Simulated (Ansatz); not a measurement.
Band-structure calculation of Co

- system: Co (2 atoms in the cell)
- method: DFT PBE, scalar-relativistic, plane waves, PAW, spin-polarised (Ansatz 0.2.0)

The structure derives from an entry of the Crystallography Open Database. Figures and captions count atoms from 1; the log counts them from 0 in places.

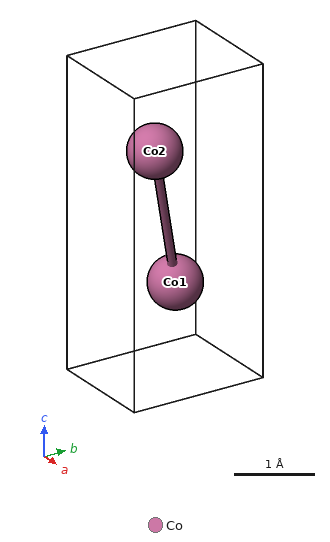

Fig. 1: The structure as given in the input (ball-and-stick view of the cell of the calculation, seen slightly off an axis; atoms are numbered from 1 in the order of the input).

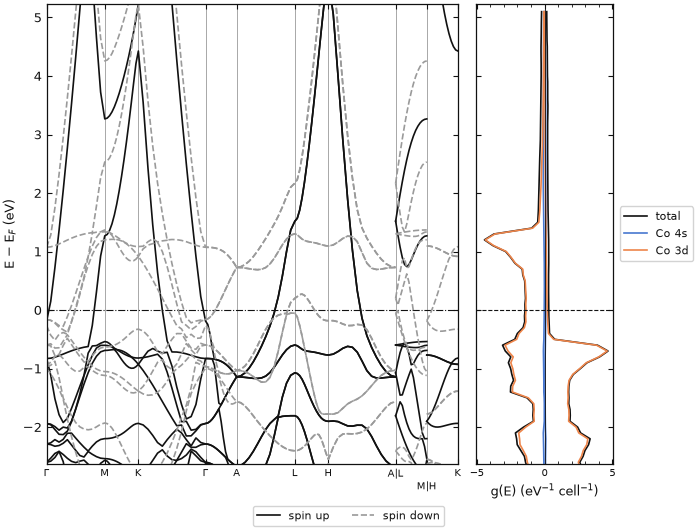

Fig. 2: Band structure along Γ–M–K–Γ–A–L–H–A|L–M|H–K and density of states (projected on Löwdin-orthogonalised atomic shells), with energies from the Fermi level. Bands cross the Fermi level: a metal at this level of theory.

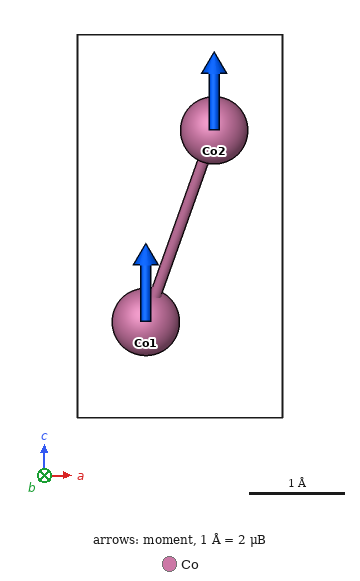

Fig. 3: Magnetic moments of the sites as blue arrows (ball-and-stick view of the cell of the calculation, along the b axis; atoms are numbered from 1 in the order of the input); small moments hardly show. The run is collinear, so the axis drawn is arbitrary. Site moments: Co1, Co2 (1.68 μB). They are counted near the atoms and needn't add up to the moment of the cell.

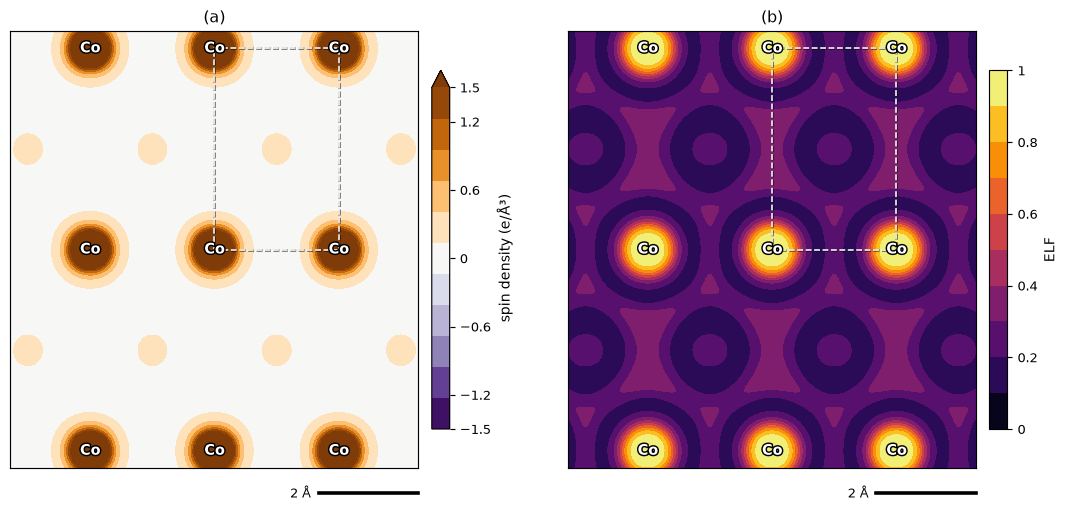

Fig. 4: (a) spin density; (b) ELF on the (100) plane of the conventional cell. The plane passes through Co nuclei. Co–Co (2.49 Å): the ELF is about 0.25 at the midpoint; no shared electron pair. The strong features right at Co lie inside the PAW spheres (semicore, d or f shells) and say nothing about bonding. The cell of the calculation (2 atoms) carries 3.2 μB net. Core electrons are frozen (PAW), so the fields are smoothed inside the atomic spheres.

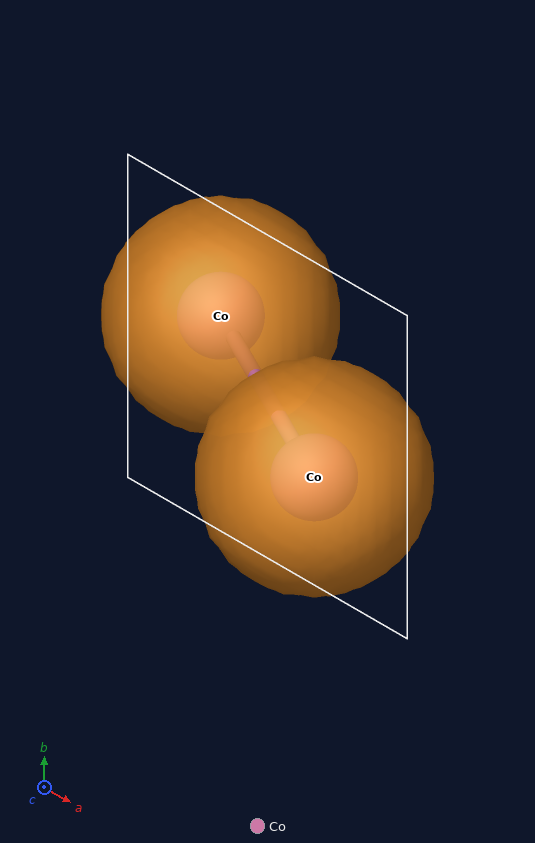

Fig. 5: Isosurface of the valence pseudo-density at 0.6 e/Å³ (orange), seen along the c axis. Sticks mark near contacts. The outline is the cell set on symmetry axes. At this value the density breaks into separate islands; it holds about 85 % of the electrons treated as valence (semicore included). It is pinched off along the Co–Co (2.48 Å) contacts. On the grid the lowest density along these lines, outside the cores, is 0.34 e/Å³ (Co–Co, 2.48 Å).

These pictures come from the run below.

## The input
```yaml
crystal:
  lattice:
    - [2.4922744508, 0.0, 0.0]
    - [-1.2461372254, 2.1583729876, 0.0]
    - [0.0, 0.0, 4.0336831007]
  atoms:
    - { symbol: Co, position: [0.3333333333, 0.6666666667, 0.25], spin: 1.84 }
    - { symbol: Co, position: [0.6666666667, 0.3333333333, 0.75], spin: 1.84 }
basis:
  ecutwfc: 420
kpoints:
  mp_grid: { grid: [18, 18, 10] }
  band_path:
    path:
      - [[0.0, 0.0, 0.0], [0.5, 0.0, 0.0], [0.33333333, 0.33333333, 0.0], [0.0, 0.0, 0.0], [0.0, 0.0, 0.5], [0.5, 0.0, 0.5], [0.33333333, 0.33333333, 0.5], [0.0, 0.0, 0.5]]
      - [[0.5, 0.0, 0.5], [0.5, 0.0, 0.0]]
      - [[0.33333333, 0.33333333, 0.5], [0.33333333, 0.33333333, 0.0]]
    npoints: 14
hamiltonian:
  xc: pbe
scf:
  occupations: { method: gaussian, width: 0.1 }
  n_extra_bands: 6
output:
  forces: true
  stress: true
  eigenvalues: true
  populations: true
  dos: { projected: true, de: 0.02, nscf_kmesh: { grid: [27, 27, 15] } }
  bader: true
  write_density: true
  write_potential: true
  elf: true
  volumetric_format: npy
magnetization:
  spin_polarized: true
checkpoint:
  read: start.run
  write: ck
  compress: false
  write_wavefunctions: false
  write_every: 100000
```

Launch command:
```bash
ansatz run input.yaml --threads 1 --pin off --max-ram 2560MiB --backend cpu --events-out ev --progress --plain --runs-dir out
```

## Log
```
Warning: checkpoint.read: spin seed differs: saved 7efa60c9f554…, current eae84372b392…; the loaded state replaces the seed-built initial guess (but the starting_ns of a DFT+U solve that opens without the state's occupation matrices), so the run may converge into the producing seed's basin, or, where the symmetry group that follows from this deck's starting moments and starting_ns does not hold the saved magnetisation, lose that magnetisation at its first build. Where atoms have moved since the state was saved, this difference can also decide whether moments are moved with them. A self-consistent run of this deck without the state starts from its starting moments and, under a DFT+U term, its starting_ns
scf.n_extra_bands = 6 over 17 filled bands (N_el = 34.0): the run solves 23 bands
Engine: ansatz 0.2.0, aarch64-unknown-linux-gnu
Pseudopotentials: kind: paw
Pseudopotential: Co, paw, valence charge 17, recommended cutoff 420 eV (normal), Co.paw.azcp
Functional definition: PBE
  parameter kappa = 0.804
  parameter beta = 0.06672455060314922
  exchange = pbe_x(kappa = kappa, mu = beta*pi^2/3)
  correlation = pbe_c(beta = beta)
Crystal: 2 atoms, lattice volume = 21.698 Å³
Basis set: ecut = 420 eV, 403 PW (Γ), exchange–correlation on 36×36×54 points (8 copies of the dense FFT grid, shifted against one another)
Bands: 23, of which v1, the nominal top of the filled ones, is band 17 counted from 1 (16 counted from 0)
Symmetry: 24 space group operations
Space group: P63/mmc (ITA 194), of the structure as read, at distance tolerance 2.8e-5 Å
Magnetic group: BNS 194.263 (UNI 1493), of the structure as read, at distance tolerance 2.8e-5 Å
k-points: 222 of 3240
Non-local potential: Co, projectors of the file, l = 0: 3, l = 1: 2, l = 2: 3, l = 3: 1
PAW form: soft (Blöchl's): semilocal exchange-correlation on the pseudo side does not see the compensation charge
PAW one-centre angular grid: Co, 590 points (default); XC on 64 Gauss nodes
Initial density: read from a saved state, or passed on in memory by an earlier SCF of this step, an earlier step, the calling program or the single point that the run made first
Stability of the state it starts from, as read at its close in the collinear treatment: not read negative (Ritz values of 1 − χ₀K, real part plus size of imaginary part, from 0.37 to 0.68, by its mixing steps under the symmetry group of the SCF that read it); its run was given moments
Starting moments: Σ|m| = 3.68 μB on 2 of 2 sites; this step starts from the density that it was given
Initial wavefunctions: pseudopotential atomic-orbital guess
Functional: x = pbe(κ = 0.804, μ = 0.2195149727645171), c = pbe(β = 0.06672455060314922)
iter 1 solved again at ethr=3.19e-9 eV; its pass at ethr=3.10e-3 eV (dr2=1.08e-6 eV) is discarded
SCF iter   1: F=—  HF=-10252.309177 eV  |F-HF|=—  |Δ(HF+E_count)|=         —  Δρ=3.13e-7 (↑3.13e-7 ↓2.33e-7)  dr2=4.07e-11  dr2_m=5.39e-13  M=3.198 μB ∫|m|=3.537 μB  β_m=0.30  ethr=3.19e-9  ⟨swp⟩=4.0  Hψ=72812  notcnv=0
preconditioner: auto → none  [metal: Δε(μ)=0.008 eV  Ē_g=9.504 eV  σ=0.100 eV  W_gap=0.05  n_scr=8 (ndim 8)  ℏωp=33.8 eV  f_vac=0.000  D(μ)=1.62/eV (n_scr^D=22)]
SCF iter   2: F=-10252.309177 eV  HF=-10252.309177 eV  |F-HF|=6.00e-11  |Δ(HF+E_count)|=   3.96e-9  Δρ=3.73e-7 (↑3.73e-7 ↓3.67e-7)  dr2=6.56e-11  dr2_m=3.47e-14  M=3.198 μB ∫|m|=3.537 μB  ethr=1.00e-12  ⟨swp⟩=8.2  Hψ=56267  notcnv=0
SCF 1 converged in 2 iterations: F = -10252.309177 eV  dr2 = 6.56e-11
  greatest PAW one-centre occupation: 1.001 electrons in one spin orbital (limit 2), on the Co atom at site 1 (counted from 0), in its partial waves of l = 1
NSCF: frozen V_eff on 129 k-points
NSCF: frozen V_eff on 600 k-points
SCF converged after 2 iterations
Magnetization: 3.1984 μB (18.5992 up, 15.4008 down)
Absolute magnetization: 3.5383 μB (∫|ρ↑−ρ↓|, with the PAW one-centre terms)
Spin contamination: 0.0574 ħ² per cell (⟨S²⟩ above its minimum at these occupations)
Per-site moments (μB) at R_I (Å): [(1.6769671439602085, 1.021978814944259), (1.6769671439602083, 1.021978814944259)]
Free energy (F): -10252.309177 eV
Harris-Foulkes:  -10252.309177 eV  (|F-HF|=6.00e-11)
Internal energy: -10252.301073 eV  (E = F + TS)
E sigma→0 (E₀):  -10252.305125 eV
Entropy (-TS):   -0.008103 eV (-4.052 meV/atom)
Fermi energy:    18.701696 eV
--- Per-component energies (eV) ---
  E_band       = -487.763295
  E_kinetic    = 907.313903
  E_local      = -5664.764480  (includes V_loc(G=0)·N_el)
  E_nonlocal   = 908.190276
  E_hartree    = 2374.435609
  E_xc         = -318.033930
  E_vxc        = -410.405036  (∫ρ·V_xc dr)
  E_paw        = -3030.264471  (= ΣΔE_a)
  E_vpaw       = -976.970137  (= ΣTr[D̂ρ^β])
  E_aug_tail   = 0.000161  (compensation charges beyond the density's cutoff)
  E_ewald      = -5429.178141
  E_smearing   = -0.008103  (= −TS)
  E_closure    = -0.000000  (closes the sum)
  Σ components = -10252.309177   (vs F -10252.309177, Δ=0.00e0)
--- Forces (eV/Å), atoms counted from 1 ---
  atom   1  Co    -0.00000000    -0.00000000     0.00000000
  atom   2  Co    -0.00000000     0.00000000    -0.00000000
  max |Σ_I F_I| component: 9.25e-18 eV/Å
--- Stress (GPa, compression-positive) ---
       -0.012963       0.000000      -0.000000
        0.000000      -0.012963      -0.000000
       -0.000000      -0.000000      -0.038214
  P = ⅓ Tr σ = -0.0214 GPa (-0.214 kbar)
--- Band table (eV; the first three rows and the last of 444) ---
  k-point 0 ↑: bands = ["-77.3657", "-77.3087", "-40.7631", "-40.4820", "-40.4820", "-40.4342", "-40.4342", "-40.4337", "9.6762", "13.5160", "16.0753", "16.0985", "16.0985", "16.4134", "16.4134", "16.7641", "16.7641", "17.8741", "17.8741", "18.5137", "24.9885", "40.4794", "42.8863"]
  k-point 1 ↑: bands = ["-77.3643", "-77.3101", "-40.7551", "-40.4808", "-40.4808", "-40.4418", "-40.4354", "-40.4354", "9.7774", "13.4947", "16.0488", "16.0696", "16.0696", "16.3853", "16.3853", "16.8292", "16.8292", "17.8691", "17.8691", "18.1063", "25.5945", "40.4452", "42.9730"]
  k-point 2 ↑: bands = ["-77.3603", "-77.3141", "-40.7320", "-40.4774", "-40.4774", "-40.4656", "-40.4388", "-40.4388", "10.0765", "13.4007", "15.9752", "16.0161", "16.0161", "16.3103", "16.3103", "16.9874", "16.9874", "17.2398", "17.8474", "17.8474", "27.0832", "40.1620", "41.2672"]
  k-point 221 ↓: bands = ["-75.2423", "-75.2423", "-38.7000", "-38.7000", "-38.6277", "-38.6277", "-38.4812", "-38.4812", "16.0747", "16.0747", "16.1520", "16.1520", "16.9255", "16.9255", "18.5198", "18.5198", "19.7972", "19.7972", "24.9766", "24.9766", "26.6718", "26.6718", "28.8397"]
--- Löwdin populations: 2 sites ---
  site symbol       q [e]    m [muB]
     0     Co     16.7813     1.6655
     1     Co     16.7813     1.6655
  spilling = 0.012867 (of n_electrons = 34.000000)
--- Bader charges: 2 sites ---
  site symbol  charge [e]  shift [e]    m [muB]
     0     Co      0.0000     0.0000     1.5992
     1     Co      0.0000     0.0000     1.5992
  estimated error of the sums over rays = 1.8e-5 e
```

## File bader_charges.tsv
```
# site	symbol	x_ang	y_ang	z_ang	partial_charge_e	electrons	volume_ang3	relative_density_drop	shared_charge_e	partial_wave_shift_e	spin_moment_mub
# quadrature_error_electrons = 1.8e-5
0	Co	0.0000	1.4389	1.0084	0.00000	27.00000	10.85	-	0.00000	0.00000	1.59918
1	Co	1.2461	0.7195	3.0253	0.00000	27.00000	10.85	-	0.00000	0.00000	1.59918
```

## File populations.tsv
```
# site	symbol	l	j	q_up	q_dn
# orbitals = lowdin
# n_electrons = 34.000000
# spilling = 0.012867
0	Co	0_3S	-	0.993640	0.993966
0	Co	0_4S	-	0.457088	0.497687
0	Co	1_3P	-	2.998769	2.998737
0	Co	2_3D	-	4.773904	3.067467
1	Co	0_3S	-	0.993640	0.993966
1	Co	0_4S	-	0.457088	0.497687
1	Co	1_3P	-	2.998769	2.998737
1	Co	2_3D	-	4.773904	3.067467
```

## Results in brief

| quantity | value |
| --- | --- |
| outcome | converged |
| space group (tolerance 0.01 Å) | P6₃/mmc (194) |
| electrons treated | 34 |
| free energy | −10252.3092 eV |
| Fermi energy | 18.702 eV |
| gap on the k-point mesh | none (metallic) |
| net moment of the cell | 3.20 μB |
| integrated absolute moment | 3.54 μB |
| pressure | −0.02 GPa |
| largest force (length of the vector) | under 0.001 eV/Å |
| hardware | 1 thread of Arm Neoverse V2, 24 GiB of memory available, shared host |
| wall time | 37 s |
| peak memory | 0.47 GiB |

## Remarks

Warnings of the run: the state was not tested for a lower one.
